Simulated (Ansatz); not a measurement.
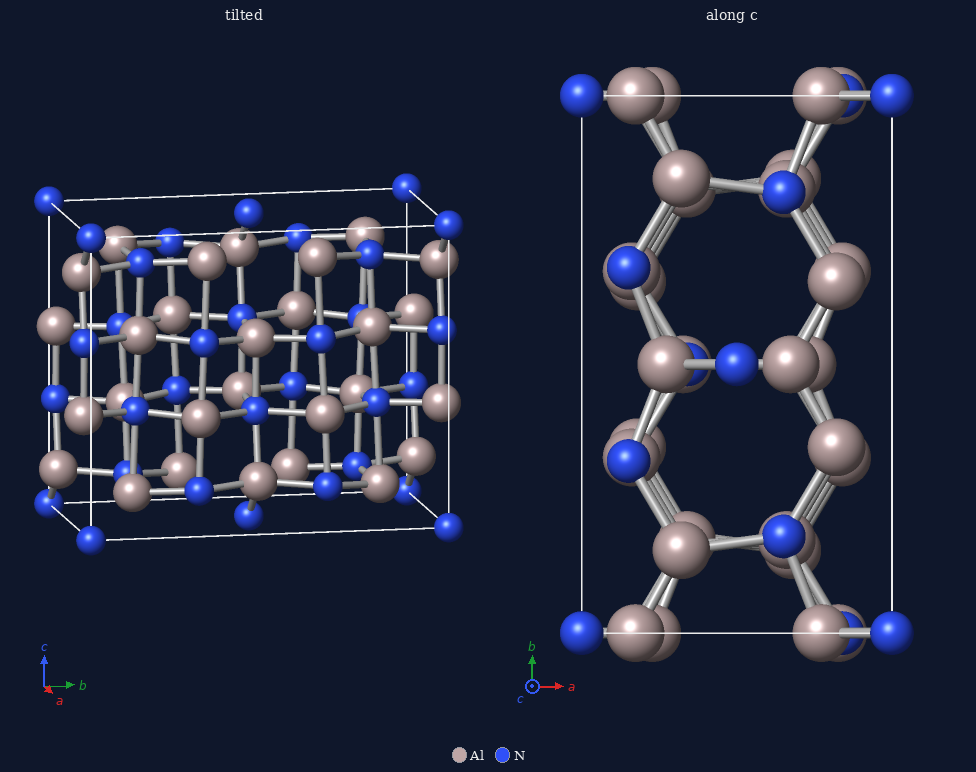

Ball-and-stick drawing of the structure, looking slightly off an axis and along the c axis. The parallelepiped is the conventional unit cell.

Explain the picture.

The material is Al$_{12}$N$_{11}$. Space group C2/m (No. 12), lattice base-centred monoclinic. Cell content 24 Al, 22 N; Z = 2. Within bonding distance, the neighbour counts come to Al 4 to 5 (mean 4.3) and N 2 to 5 (mean 4.7). Not all metal-metal contacts are counted. The bonds build a three-dimensional framework.

The model was built from a structure listed in the Materials Project. The cell was then strained or its atoms displaced on purpose. The atoms were relaxed in a fixed cell with DFT PBE, scalar-relativistic, plane waves, PAW in Ansatz.
